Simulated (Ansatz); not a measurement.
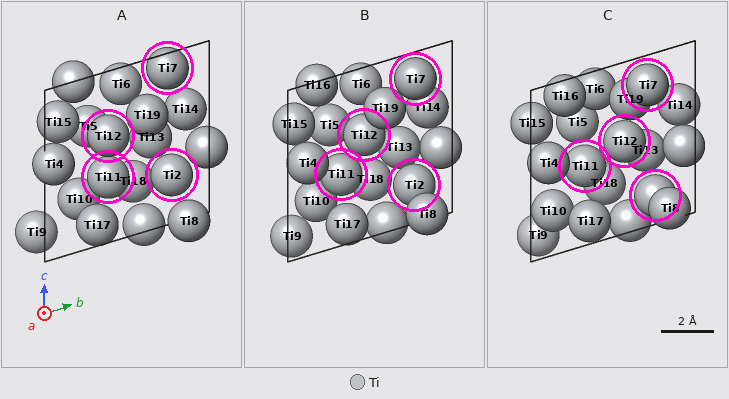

3 geometries from a converged minimum-energy path of a defect cell of composition Ti (19 atoms in the cell), shuffled. Style: spheres-only. Shown: the simulation cell (origin moved), along the a axis. The atoms that move most are ringed.

All numbers below come from DFT PBE, scalar-relativistic, plane waves, PAW (Ansatz 0.2.0). Settings: plane-wave cutoff 420 eV; k-point mesh 4 × 4 × 4; Gaussian smearing 0.1 eV; 5 movable images; climbing image.

Which frame is the top of the path?

Answer. B. In order along the path, whose images run from 0 to 6: C (image 0, 0.00 eV), B (image 3, +0.35 eV), A (image 6, 0.00 eV). A Ti atom travels furthest, 1.20 Å from end to end, roughly along [1 −3 1], on a path that bends up to 0.44 Å away from the straight line. It doesn't move alone: Ti (0.94 Å), Ti (1.20 Å), Ti (0.73 Å), Ti (0.73 Å) move with it.

Limits of the set-up: the periodic images lie only 7.3 Å apart, so the values are limited by the cell's size.

Cost: 69 min on 4 threads of Intel(R) Xeon(R) Processor @ 2.70GHz, on a shared host, peak memory 5.4 GiB.
